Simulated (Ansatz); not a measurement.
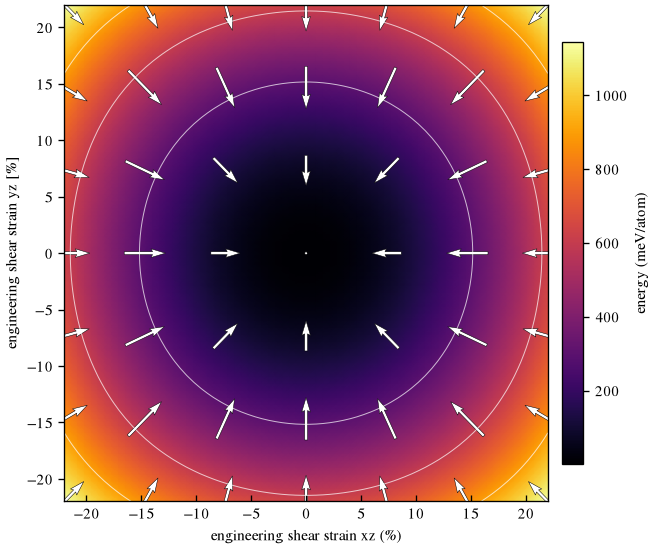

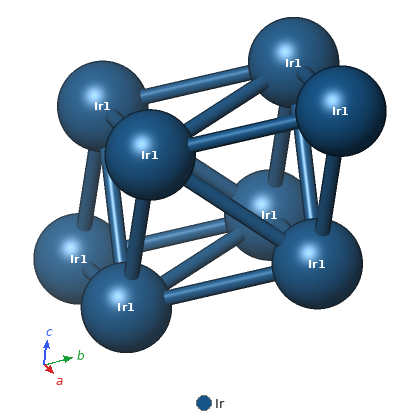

Energy landscape of Ir (Fm-3m, No. 225; 1 atom in the cell). The energy is mapped over two homogeneous strains (x, y and z along the cube axes). First axis: engineering shear strain xz. Second axis: engineering shear strain yz. Nothing is relaxed (symmetry fixes all fractional coordinates). Grid: 7 × 7 points; 10 points were computed and 39 follow by symmetry. Points are written as (first, second). Energies: meV/atom, counted from the lowest grid point. Level of theory: DFT LDA, scalar-relativistic, plane waves, PAW in Ansatz 0.2.0. Settings: cutoff 420 eV, k-mesh 20×20×20, gaussian smearing 0.15 eV, no spin polarisation.

In the figure: a smooth colour map with a few white contour lines, arrows along the force (downhill), their lengths compressed. Between grid points the surface is interpolated. The second picture is the structure at the lowest point

Summarise what can be read from the map.

Answer. The lowest grid point is at (0.0 %, 0.0 %). No other kind of well shows on this grid. The highest grid point, (−22.0 %, −22.0 %), lies 1144 meV/atom above the lowest. Round the minimum the contours are nearly round: the two directions are equally stiff and uncoupled.

The whole map (10 points run) took 3.8 min on 1 thread of Intel(R) Xeon(R) Platinum 8223CL CPU @ 3.00GHz (Skylake/Cascade Lake), on a shared host.

PAW datasets: the set soft_1.
